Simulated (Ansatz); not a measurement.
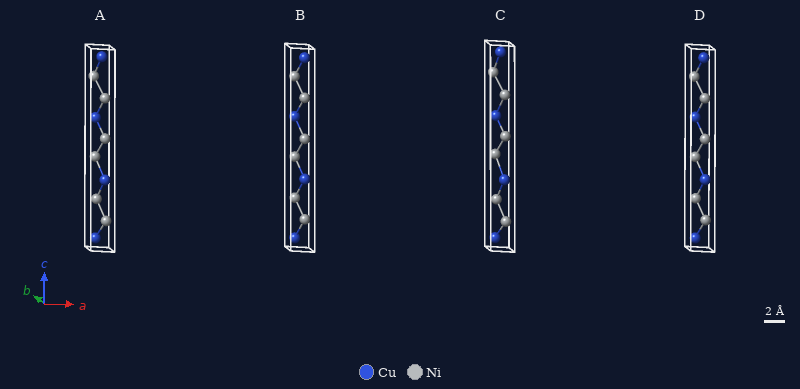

4 geometries from one relaxation of solid Cu$_{2}$Ni$_{3}$ (a generated structure, set up in P1) (coarse preliminary run), in shuffled order. The picture is a ball-and-stick view of the cell of the calculation, seen slightly off an axis.

Level of theory: DFT PBE, scalar-relativistic, plane waves, PAW (Ansatz 0.2.0). Set-up: plane-wave cutoff 420 eV; k-point mesh 12 × 12 × 1; occupations gaussian; smearing width 0.2 eV; collinear spin; cell and atoms relaxed; force threshold 0.025 eV/Å; at most 60 steps.

Order the frames from highest to lowest energy.

C, A, D, B. They are steps 0, 1, 2, 4, at +1.036 eV per cell of the calculation, +0.374 eV per cell of the calculation, +65.0 meV per cell of the calculation relative to the last. After 3 accepted moves (4 points after the start) the energy has fallen by 1.036 eV per cell of the calculation. The largest force component goes from 2.7 to 0.015 eV/Å. The pressure goes from 2.12 to 0.11 GPa. At 1 point the geometry stayed and the basis and grid were re-selected for the new cell (energy shift of 1.0 meV per cell of the calculation at most each time). The atom that moves furthest relative to the cell is a Cu atom (0.49 Å in a general direction near [3 1 −1]). By element the largest moves are Cu 0.49 Å, Ni 0.29 Å. The volume changes by −1.5 %, with a 2.509 → 2.508 Å (0.0 %), b 2.485 → 2.509 Å (+1.0 %), c 21.032 → 20.736 Å (−1.4 %), α 89.8° → 90.0°, β 90.1° → 90.0°, γ 119.0° → 120.0°. Among the contacts that change: Cu–Cu 2.221 → 2.568 Å, Cu–Ni 2.881 → 2.553 Å, Cu–Ni 2.855 → 2.543 Å, Cu–Cu 2.304 → 2.582 Å. The space group stays P1 (No. 1). Cost: 9.1 min on 4 threads of Intel(R) Xeon(R) Platinum 8488C (Sapphire Rapids), with other jobs on the host, peak memory 1.6 GiB.
